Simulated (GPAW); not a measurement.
**SiC (F-43m): refractive index against wavelength**

The refractive index of SiC (F-43m) below the direct gap (4.51 eV on the mesh) is read from one computed spectrum, n = √(Re ε).

Cell: a, b, c = 3.082, 3.082, 3.082 Å (primitive vectors), 2 atoms.

Method: GPAW 26.7.0, LDA, RPA, k-mesh 14×14×14, local fields up to 50 eV, Lorentzian half width 0.15 eV.

Launch of the response step: `OMP_NUM_THREADS=1 python df.py`. The run took 19 s, its band step included, on 1 thread of Arm Neoverse V1 (shared host).

| wavelength (nm) | photon energy E (eV) | n |
| --- | --- | --- |
| 1064 | 1.165 | 2.6397 |
| 850 | 1.459 | 2.6570 |
| 700 | 1.771 | ? |
| 633 | 1.959 | 2.6977 |
| 532 | 2.331 | 2.7384 |
| 450 | 2.755 | 2.7988 |
| 405 | 3.061 | 2.8539 |

In the single-oscillator model n² − 1 = E₀E_d/(E₀² − E²), so 1/(n² − 1) = E₀/E_d − E²/(E₀E_d) is linear in E².

Working, on the rows shown:

| x = E² (eV²) | y = 1/(n² − 1) |
| --- | --- |
| 1.35784 | 0.16756 |
| 2.12762 | 0.165026 |
| 3.83641 | 0.159297 |
| 5.43137 | 0.153874 |
| 7.59115 | 0.146343 |
| 9.37179 | 0.139963 |

Means: x̄ = 4.9527, ȳ = 0.15534. Σ(x − x̄)(y − ȳ) = -0.1681, Σ(x − x̄)² = 48.87. Slope = -0.1681 / 48.87 = -0.00344; intercept = ȳ − slope · x̄ = 0.17238. Turned back into n, the line misses the rows shown by at most 0.0016.

Fill in the last column of the withheld row.

At x = 3.1372 the line gives y = 0.16159, that is 2.6811. The run gave 2.6807, so the interpolation is off by 0.00045, 0.2 % of the range in the table.

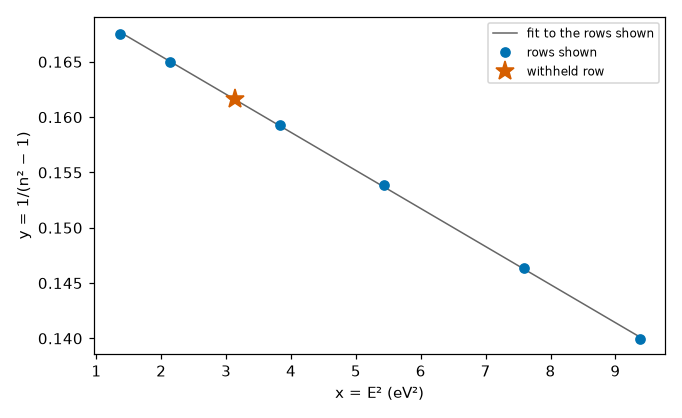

Refitted with all rows, the slope is -0.003442 and the intercept 0.1724. These give E₀ = √(intercept/−slope) = 7.08 eV and E_d = E₀/intercept = 41.1 eV; E₀ is 1.6 times the direct gap. The electronic limit at long wavelengths, without lattice vibrations, is n = √(1 + 1/intercept) = 2.608. Excitons are left out; LDA gaps are as a rule too small. The values come from a sum over the points of one k-mesh and carry its error, which grows as the direct gap shrinks. The local-field cutoff holds few shells of reciprocal vectors for this small cell, so ε∞ can read a few per cent high.
